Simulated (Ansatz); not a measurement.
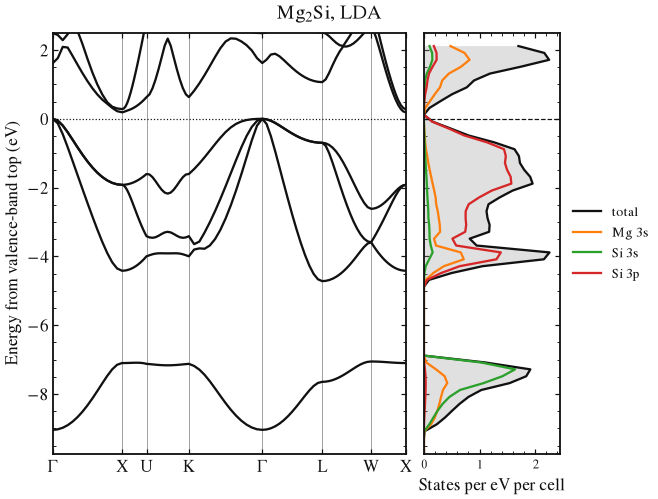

Band structure and density of states. Energies are counted from the top of the valence band. The path runs straight from each named point to the next. The partial curves are projected on atomic shells; they sum to less than the total at higher energies, where shells without a projector contribute.

> Which Bravais lattice do the labels of the path belong to?

A face-centred cubic lattice: the path Γ–X–U–K–Γ–L–W–X runs through the special points of its Brillouin zone.

This input was run:

```
crystal:
  lattice:
    - [0.0, 3.195, 3.195]
    - [3.195, 0.0, 3.195]
    - [3.195, 3.195, 0.0]
  atoms:
    - { symbol: Mg, position: [0.25, 0.25, 0.25] }
    - { symbol: Mg, position: [0.75, 0.75, 0.75] }
    - { symbol: Si, position: [0.0, 0.0, 0.0] }
kpoints:
  mp_grid: { grid: [11, 11, 11] }
  band_path:
    path:
      - [0.0, 0.0, 0.0]
      - [0.5, 0.0, 0.5]
      - [0.625, 0.25, 0.625]
      - [0.375, 0.375, 0.75]
      - [0.0, 0.0, 0.0]
      - [0.5, 0.5, 0.5]
      - [0.5, 0.25, 0.75]
      - [0.5, 0.0, 0.5]
    npoints: 14
scf:
  occupations: { method: fermi_dirac, width: 0.05 }
hamiltonian:
  xc: lda
  pseudopotentials: { kind: all_electron, lapw: { basis_error: 0.001 } }
output:
  forces: true
  stress: true
  eigenvalues: true
  fatbands: true
  populations: true
  dos: { projected: true, de: 0.2, e_range: [-14, 8] }
```

Run as:
```bash
ansatz run input.yaml --threads 1 --pin off --max-ram 4096MiB --backend cpu --events-out ev --progress --plain --runs-dir out
```

> Metal, semiconductor or insulator, and what is the gap?

The bands leave a gap. The gap along this path is 0.19 eV and indirect, from the valence-band top at Γ to the conduction-band bottom at X; the smallest direct gap is 1.62 eV, at Γ.

> What are the direct gaps at X, L and U?

The direct gaps are 2.11 eV at X, 1.76 eV at L and 2.23 eV at U.

> How wide is the upper valence band?

The upper group of valence states starts about 4.7 eV under the valence-band top, with a gap beneath it; it holds about 6 electrons a cell.

> How many bands meet at the valence-band top?

Three bands meet at the valence-band top at Γ: it is triply degenerate (spin aside).
